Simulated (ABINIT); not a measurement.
## Band-structure run of Au (part 1 of 3)

System: Au (Im-3m, 1 atom in the cell).
Method: Kohn-Sham DFT of a periodic cell, PBEsol, JTH PAW PBE v2.0, no spin polarisation (ABINIT 10.8.3).

The structure derives from a Materials Project entry.

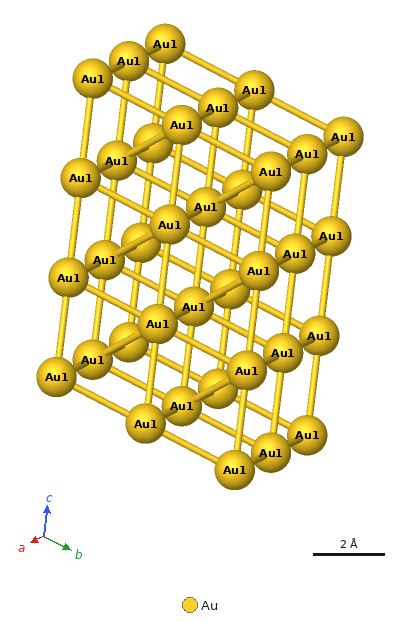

The structure (ball-and-stick view of the cell of the calculation, repeated 2 × 2 × 3, seen slightly off an axis; atoms are numbered from 1 in the order of the input). An atom can appear more than once, as a periodic image.

### Input file
```
# Datasets: ground state, then fixed potential
ndtset 2

# Pseudopotentials
pp_dirpath "./"
pseudos "Au.GGA_PBE-JTH.xml"

# Structure
acell 3*1.0
rprim
    -3.1317845248     3.1317845248     3.1317845248
     3.1317845248    -3.1317845248     3.1317845248
     3.1317845248     3.1317845248    -3.1317845248
ntypat 1
znucl 79
natom 1
typat 1
xred
     0.0000000000     0.0000000000     0.0000000000

# Plane-wave basis
ecut 24.0
pawecutdg 46.0
pawxcdev 0

# Exchange and correlation
ixc -116133

# Bands and occupations
occopt 3
tsmear 0.05 eV

# SCF cycle
nstep 100

# Output
iomode 3
prtwf 0
prteig 0
prtebands 0
enunit 1
prtden1 1
prtvha1 1
prtvclmb1 1
prtpot1 1

# Dataset 1
kptopt1 1
ngkpt1 11 11 11
nshiftk1 1
shiftk1 0.0 0.0 0.0
nband1 10
tolvrs1 1.0e-9

# Dataset 2: bands along G-H-N-G-P-H
iscf2 -2
getden2 1
nband2 16
nbdbuf2 4
tolwfr2 1.0e-11
kptopt2 -5
ndivsm2 8
prteig2 1
kptbounds2
     0.0000000000     0.0000000000     0.0000000000
     0.5000000000    -0.5000000000     0.5000000000
     0.0000000000     0.0000000000     0.5000000000
     0.0000000000     0.0000000000     0.0000000000
     0.2500000000     0.2500000000     0.2500000000
     0.5000000000    -0.5000000000     0.5000000000
```

Run on 1 thread of Arm Neoverse V1, 24 GiB of memory available, shared host.

Launch command:
```bash
abinit run.abi > log 2>&1
```

### Output
```
.Version 10.8.3 of ABINIT
 DATASET    1 : space group Im -3 m (#229); Bravais cI (body-center cubic)
================================================================================
 Values of the parameters that define the memory need for DATASET  1.
     intxc =       0    ionmov =       0      iscf =      17    lmnmax =      18
     lnmax =       6     mgfft =      24  mpssoang =       3    mqgrid =    3001
     natom =       1  nloc_mem =       2    nspden =       1   nspinor =       1
    nsppol =       1      nsym =      48    n1xccc =       1    ntypat =       1
    occopt =       3   xclevel =       2
       mpw =         703          nfft =       13824          nkpt =          56
 PAW method is used; the additional fine FFT grid is defined by:
   mgfftf=        36    nfftf =     46656
================================================================================
================================================================================

 DATASET    2 : space group Im -3 m (#229); Bravais cI (body-center cubic)
================================================================================
 Values of the parameters that define the memory need for DATASET  2.
     intxc =       0    ionmov =       0      iscf =      -2    lmnmax =      18
     lnmax =       6     mgfft =      24  mpssoang =       3    mqgrid =    3001
     natom =       1  nloc_mem =       2    nspden =       1   nspinor =       1
    nsppol =       1      nsym =      48    n1xccc =       1    ntypat =       1
    occopt =       3   xclevel =       2
       mpw =         712          nfft =       13824          nkpt =          48
 PAW method is used; the additional fine FFT grid is defined by:
   mgfftf=        36    nfftf =     46656
================================================================================
================================================================================

--------------------------------------------------------------------------------
------------- Echo of variables that govern the present computation ------------
--------------------------------------------------------------------------------
 -outvars: echo values of preprocessed input variables --------
            acell      1.0000000000E+00  1.0000000000E+00  1.0000000000E+00 Bohr
              amu      1.96966540E+02
             ecut      2.40000000E+01 Hartree
           enunit           1
           getden1          0
           getden2          1
             iscf1         17
             iscf2         -2
                       outvar_i_n : Printing only first  50 k-points.
              ixc     -116133
           jdtset        1    2
                       outvar_i_n : Printing only first  50 k-points.
           kptopt1          1
           kptopt2         -5
         kptrlatt       11    0    0      0   11    0      0    0   11
          kptrlen1     5.96685091E+01
          kptrlen2     3.00000000E+01
            natom           1
            nband1         10
            nband2         16
           nbdbuf1          0
           nbdbuf2          4
           ndtset           2
           ndivsm1          0
           ndivsm2          8
            ngfft          24      24      24
          ngfftdg          36      36      36
             nkpt1         56
             nkpt2         48
            nstep         100
             nsym          48
           ntypat           1
                       prtocc : prtvol=0, do not print more k-points.
           occopt           3
        pawecutdg      4.60000000E+01 Hartree
         pawxcdev           0
        prtebands           0
           prteig1          0
           prteig2          1
           prtpot1          1
           prtpot2          0
         prtvclmb1          1
         prtvclmb2          0
           prtvha1          1
           prtvha2          0
            prtwf           0
            rprim     -3.1317845248E+00  3.1317845248E+00  3.1317845248E+00
                       3.1317845248E+00 -3.1317845248E+00  3.1317845248E+00
                       3.1317845248E+00  3.1317845248E+00 -3.1317845248E+00
           shiftk1     0.00000000E+00  0.00000000E+00  0.00000000E+00
           shiftk2     5.00000000E-01  5.00000000E-01  5.00000000E-01
          spgroup         229
           tolvrs1     1.00000000E-09
           tolvrs2     0.00000000E+00
           tolwfr1     0.00000000E+00
           tolwfr2     1.00000000E-11
           tsmear      1.83746611E-03 Hartree
            typat      1
           useylm           1
                       outvars : Printing only first  50 k-points.
            znucl       79.00000

================================================================================

 chkinp: Checking input parameters for consistency, jdtset=   1.

 chkinp: Checking input parameters for consistency, jdtset=   2.

================================================================================
== DATASET  1 ==================================================================

--- !DatasetInfo
iteration_state: {dtset: 1, }
dimensions: {natom: 1, nkpt: 56, mband: 10, nsppol: 1, nspinor: 1, nspden: 1, mpw: 703, }
cutoff_energies: {ecut:  24.0, pawecutdg:  46.0, }
electrons: {nelect:   1.10000000E+01, charge:   0.00000000E+00, occopt:   3.00000000E+00, tsmear:   1.83746611E-03, }
meta: {optdriver: 0, ionmov: 0, optcell: 0, iscf: 17, paral_kgb: 0, }
...

 Real(R)+Recip(G) space primitive vectors, cartesian coordinates (Bohr,Bohr^-1):
 R(1)= -3.1317845  3.1317845  3.1317845  G(1)=  0.0000000  0.1596534  0.1596534
 R(2)=  3.1317845 -3.1317845  3.1317845  G(2)=  0.1596534  0.0000000  0.1596534
 R(3)=  3.1317845  3.1317845 -3.1317845  G(3)=  0.1596534  0.1596534  0.0000000
 Unit cell volume ucvol=  1.2286710E+02 bohr^3
 Angles (23,13,12)=  1.09471221E+02  1.09471221E+02  1.09471221E+02 degrees

 Coarse grid specifications (used for wave-functions):

 getcut: wavevector=  0.0000  0.0000  0.0000  ngfft=  24  24  24
         ecut(hartree)=     24.000   => boxcut(ratio)=   2.00626

 Fine grid specifications (used for densities):

 getcut: wavevector=  0.0000  0.0000  0.0000  ngfft=  36  36  36
         ecut(hartree)=     46.000   => boxcut(ratio)=   2.17373

--- Pseudopotential description ------------------------------------------------
- pspini: atom type   1  psp file is ./Au.GGA_PBE-JTH.xml
 Pseudopotential format is: paw10
 basis_size (lnmax)=  6 (lmn_size= 18), orbitals=   0   0   1   1   2   2
 Spheres core radius: rc_sph= 2.50869560
 Shapefunction is SIN type: shapef(r)=[sin(pi*r/rshp)/(pi*r/rshp)]**2
 Radius for shape functions =  2.26305713
 Compensation charge density is not taken into account in XC energy/potential

   3.87212569E+02                                ecore*ucvol(ha*bohr**3)
--------------------------------------------------------------------------------

================================================================================

--- !BeginCycle
iteration_state: {dtset: 1, }
solver: {iscf: 17, nstep: 100, nline: 4, wfoptalg: 10, }
tolerances: {tolvrs: 1.00E-09, }
...

     iter   Etot(hartree)      deltaE(h)  residm     nres2
 ETOT  1  -34.042219716660    -3.404E+01 8.634E-01 1.760E+01
 ETOT  2  -34.261125720178    -2.189E-01 1.722E-01 1.955E+01
 ETOT  3  -34.201521496292     5.960E-02 3.348E-02 4.398E+00
 ETOT  4  -34.194881876160     6.640E-03 1.347E-02 3.063E-01
 ETOT  5  -34.196895519292    -2.014E-03 1.509E-02 1.107E-01
 ETOT  6  -34.197394079341    -4.986E-04 4.954E-03 9.961E-03
 ETOT  7  -34.197598285563    -2.042E-04 5.906E-03 2.227E-01
 ETOT  8  -34.197398815310     1.995E-04 1.256E-03 2.056E-02
 ETOT  9  -34.197380860325     1.795E-05 4.855E-03 6.476E-03
 ETOT 10  -34.197376562805     4.298E-06 1.424E-03 1.099E-03
 ETOT 11  -34.197376453220     1.096E-07 2.948E-03 2.057E-04
 ETOT 12  -34.197376429337     2.388E-08 1.293E-03 1.784E-05
 ETOT 13  -34.197376483229    -5.389E-08 1.419E-03 1.546E-07
 ETOT 14  -34.197376485557    -2.328E-09 1.001E-03 1.476E-07
 ETOT 15  -34.197376485366     1.914E-10 9.114E-04 6.867E-08
 ETOT 16  -34.197376485433    -6.699E-11 6.535E-04 3.144E-08
 ETOT 17  -34.197376485413     2.014E-11 5.729E-04 4.191E-09
 ETOT 18  -34.197376485703    -2.902E-10 4.068E-04 1.708E-07
 ETOT 19  -34.197376485426     2.774E-10 3.530E-04 1.774E-08
 ETOT 20  -34.197376485422     3.666E-12 2.514E-04 5.898E-09
 ETOT 21  -34.197376485422     7.105E-15 2.209E-04 4.838E-09
 ETOT 22  -34.197376485413     8.612E-12 1.564E-04 1.486E-10

 At SCF step   22       nres2   =  1.49E-10 < tolvrs=  1.00E-09 =>converged.

 Cartesian components of stress tensor (hartree/bohr^3)
  sigma(1 1)=  2.87167972E-04  sigma(3 2)=  0.00000000E+00
  sigma(2 2)=  2.87167972E-04  sigma(3 1)=  0.00000000E+00
  sigma(3 3)=  2.87167972E-04  sigma(2 1)=  0.00000000E+00

--- !ResultsGS
iteration_state: {dtset: 1, }
comment   : Summary of ground state results
lattice_vectors:
- [ -3.1317845,   3.1317845,   3.1317845, ]
- [  3.1317845,  -3.1317845,   3.1317845, ]
- [  3.1317845,   3.1317845,  -3.1317845, ]
lattice_lengths: [   5.42441,    5.42441,    5.42441, ]
lattice_angles: [109.471, 109.471, 109.471, ] # degrees, (23, 13, 12)
lattice_volume:   1.2286710E+02
convergence: {deltae:  8.612E-12, res2:  1.486E-10, residm:  1.564E-04, diffor: null, }
etotal    :  -3.41973765E+01
entropy   :   0.00000000E+00
fermie    :   2.38081066E-01
cartesian_stress_tensor: # hartree/bohr^3
- [  2.87167972E-04,   0.00000000E+00,   0.00000000E+00, ]
- [  0.00000000E+00,   2.87167972E-04,   0.00000000E+00, ]
- [  0.00000000E+00,   0.00000000E+00,   2.87167972E-04, ]
pressure_GPa:  -8.4488E+00
xred      :
- [  0.0000E+00,   0.0000E+00,   0.0000E+00, Au]
cartesian_forces: # hartree/bohr
- [ -0.00000000E+00,  -0.00000000E+00,  -0.00000000E+00, ]
force_length_stats: {min:   0.00000000E+00, max:   0.00000000E+00, mean:   0.00000000E+00, }
...

 Integrated electronic density in atomic spheres:
 ------------------------------------------------
 Atom  Sphere_radius  Integrated_density
    1        2.50870          9.41728890

================================================================================

 ----iterations are completed or convergence reached----

 Mean square residual over all n,k,spin=   10.096E-07; max=  15.641E-05
 reduced coordinates (array xred) for    1 atoms
       0.000000000000      0.000000000000      0.000000000000
 rms dE/dt=  0.0000E+00; max dE/dt=  0.0000E+00; dE/dt below (all hartree)
    1       0.000000000000      0.000000000000      0.000000000000

 cartesian coordinates (angstrom) at end:
    1      0.00000000000000     0.00000000000000     0.00000000000000

 cartesian forces (hartree/bohr) at end:
    1     -0.00000000000000    -0.00000000000000    -0.00000000000000
 frms,max,avg= 0.0000000E+00 0.0000000E+00   0.000E+00  0.000E+00  0.000E+00 h/b

 cartesian forces (eV/Angstrom) at end:
    1     -0.00000000000000    -0.00000000000000    -0.00000000000000
 frms,max,avg= 0.0000000E+00 0.0000000E+00   0.000E+00  0.000E+00  0.000E+00 e/A
 length scales=  1.000000000000  1.000000000000  1.000000000000 bohr
              =  0.529177210544  0.529177210544  0.529177210544 angstroms
 Fermi (or HOMO) energy (eV) =   6.47852   Average Vxc (eV)= -11.59000
 Eigenvalues (   eV  ) for nkpt=  56  k points:
 kpt#   1, nband= 10, wtk=  0.00075, kpt=  0.0000  0.0000  0.0000 (reduced coord)
  -2.62714    2.11970    2.11970    2.11970    3.87120    3.87120   23.73303   23.73303
  23.73303   29.78709
 prteigrs : prtvol=0 or 1, do not print more k-points.

--- !EnergyTerms
iteration_state     : {dtset: 1, }
comment             : Components of total free energy in Hartree
kinetic             :  9.14888024139622E+00
hartree             :  3.91350330618021E+00
xc                  : -2.95017287150202E+00
Ewald energy        : -3.51514642772864E+01
psp_core            :  3.15147476455682E+00
local_psp           : -1.46093461844149E+01
PAW spherical_terms :  2.29995735164189E+00
internal            : -3.41971676694282E+01
'-kT*entropy'       : -2.18387804347197E-04
total_energy        : -3.41973860572325E+01
total_energy_eV     : -9.30558280606280E+02
...

--- !EnergyTermsDC
iteration_state     : {dtset: 1, }
comment             : '"Double-counting" decomposition of free energy'
band_energy         :  1.07978096300344E+00
Ewald energy        : -3.51514642772864E+01
psp_core            :  3.15147476455682E+00
xc_dc               : -3.35066594451108E+00
PAW spherical_terms :  7.37163966282441E-02
internal            : -3.41971580976090E+01
'-kT*entropy'       : -2.18387804347197E-04
total_energy_dc     : -3.41973764854133E+01
total_energy_dc_eV  : -9.30558020143810E+02
...

--- !EnergyTermsWithPAWCore
iteration_state     : {dtset: 1, }
comment             : 'Components of total free energy, including PAW core contributions'
Total energy        : -1.90068117531319E+04
Total energy DC     : -1.90068117435601E+04
Total energy (eV)   : -5.17201695919124E+05
Total energy DC (eV): -5.17201695658662E+05
...

 Cartesian components of stress tensor (hartree/bohr^3)
  sigma(1 1)=  2.87167972E-04  sigma(3 2)=  0.00000000E+00
  sigma(2 2)=  2.87167972E-04  sigma(3 1)=  0.00000000E+00
  sigma(3 3)=  2.87167972E-04  sigma(2 1)=  0.00000000E+00

-Cartesian components of stress tensor (GPa)         [Pressure= -8.4488E+00 GPa]
- sigma(1 1)=  8.44877342E+00  sigma(3 2)=  0.00000000E+00
- sigma(2 2)=  8.44877342E+00  sigma(3 1)=  0.00000000E+00
- sigma(3 3)=  8.44877342E+00  sigma(2 1)=  0.00000000E+00

================================================================================
== DATASET  2 ==================================================================

--- !DatasetInfo
iteration_state: {dtset: 2, }
dimensions: {natom: 1, nkpt: 48, mband: 16, nsppol: 1, nspinor: 1, nspden: 1, mpw: 712, }
cutoff_energies: {ecut:  24.0, pawecutdg:  46.0, }
electrons: {nelect:   1.10000000E+01, charge:   0.00000000E+00, occopt:   3.00000000E+00, tsmear:   1.83746611E-03, }
meta: {optdriver: 0, ionmov: 0, optcell: 0, iscf: -2, paral_kgb: 0, }
...

 mkfilename : getden/=0, take file _DEN from output of DATASET   1.

 Real(R)+Recip(G) space primitive vectors, cartesian coordinates (Bohr,Bohr^-1):
 R(1)= -3.1317845  3.1317845  3.1317845  G(1)=  0.0000000  0.1596534  0.1596534
 R(2)=  3.1317845 -3.1317845  3.1317845  G(2)=  0.1596534  0.0000000  0.1596534
 R(3)=  3.1317845  3.1317845 -3.1317845  G(3)=  0.1596534  0.1596534  0.0000000
 Unit cell volume ucvol=  1.2286710E+02 bohr^3
 Angles (23,13,12)=  1.09471221E+02  1.09471221E+02  1.09471221E+02 degrees

 Coarse grid specifications (used for wave-functions):

 getcut: wavevector=  0.0000  0.0000  0.0000  ngfft=  24  24  24
         ecut(hartree)=     24.000   => boxcut(ratio)=   2.00626

 Fine grid specifications (used for densities):

 getcut: wavevector=  0.0000  0.0000  0.0000  ngfft=  36  36  36
         ecut(hartree)=     46.000   => boxcut(ratio)=   2.17373
--------------------------------------------------------------------------------
```
